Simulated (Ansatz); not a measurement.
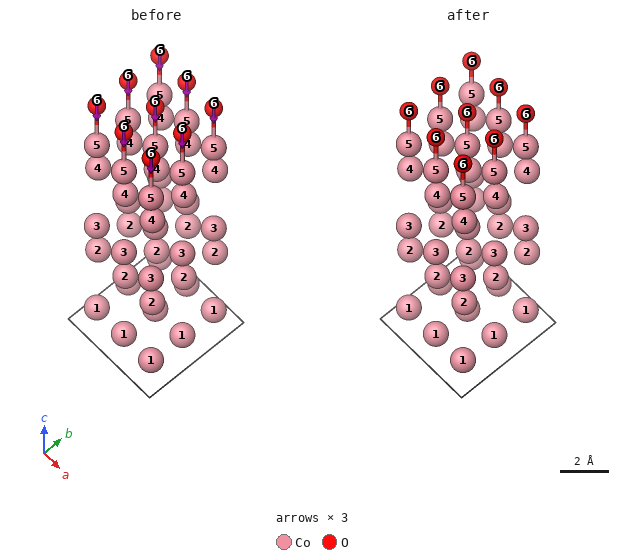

The structure of a slab of composition Co5O (cut from the P6_3/mmc phase) before (left) and after (right) a constrained relaxation, at one scale. The purple arrows give the displacements, 3 times their true length.

A ball-and-stick model of the 3 × 3 repeat of the cell, outlined in the plane, without the vacuum, seen from a free direction.

Case: O put at a top Co site. The slab is the (0 0 1) face of Co with O on it. 2 atoms are held fixed.

Computed with DFT PBEsol, scalar-relativistic, plane waves, PAW (Ansatz). (plane-wave cutoff 420 eV; k-point mesh 12 × 12 × 1; occupations gaussian; smearing width 0.1 eV; collinear spin; dipole correction; atoms relaxed in a fixed cell; force threshold 0.03 eV/Å; at most 70 steps)

Question: What changed between the two?

Answer: The atom that moves furthest is O6 (0.26 Å along the normal (−c)). Largest moves by element: O 0.26 Å, Co 0.05 Å. The lattice vectors keep their values. Some distances before and after: Co5–O6 1.920 → 1.611 Å, Co4–Co5 2.393 → 2.471 Å, Co3–Co4 2.453 → 2.411 Å, Co2–Co3 2.444 → 2.448 Å. Over 5 geometry steps the energy falls by 0.817 eV per cell of the calculation. Largest force component: 3.2 eV/Å at the start, 0.013 eV/Å at the end. The program noted that the starting moments weren't kept.

Limits of the set-up: the periodic images lie only 2.5 Å apart, so the values are limited by the cell's size.
